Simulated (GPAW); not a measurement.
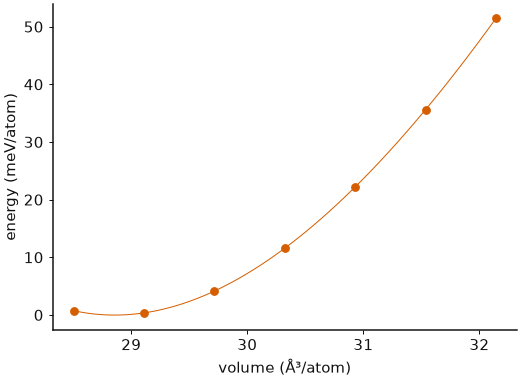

The picture above shows the energy against volume for Pb, space group Fm-3m (No. 225).

The given structure:
```yaml
crystal:
  lattice:
    - [0.00000, 2.47502, 2.47502]
    - [2.47502, 0.00000, 2.47502]
    - [2.47502, 2.47502, 0.00000]
  atoms:
    - { symbol: Pb, position: [0.00000, 0.00000, 0.00000] }
```

Computed with GPAW 26.7.0: PAW DFT in plane waves, on a grid or in atomic orbitals, no spin polarisation; energies at scaled volumes of the given cell, shape and fractions fixed, counted from the fit's minimum, third-order Birch-Murnaghan fit. Level: LDA.

- k mesh: 9×9×9
- occupations: Fermi–Dirac
- smearing width: 0.05 eV
- potentials: PAW data sets made by gpaw setup for the functional
- wave cutoff: 600 eV
- program settings: basis pw

This calculation gives: equilibrium volume 28.86 Å³/atom and bulk modulus 55.4 GPa.

Now the level changes from LDA to WC. How do these quantities change?

The equilibrium volume rises from 28.86 to 29.86 Å³/atom (+3.5 %) and the bulk modulus falls from 55.4 to 50.4 GPa (−9.0 %).

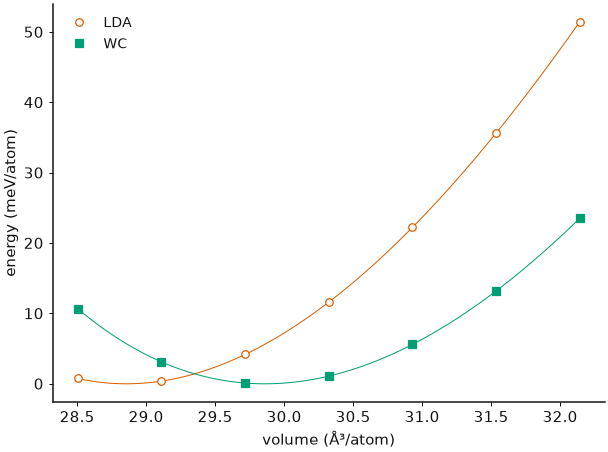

The two results together.

For both, limits of the calculation: spin-orbit coupling left out, heavy elements.

V0 and the bulk modulus come from third-order Birch–Murnaghan fits.
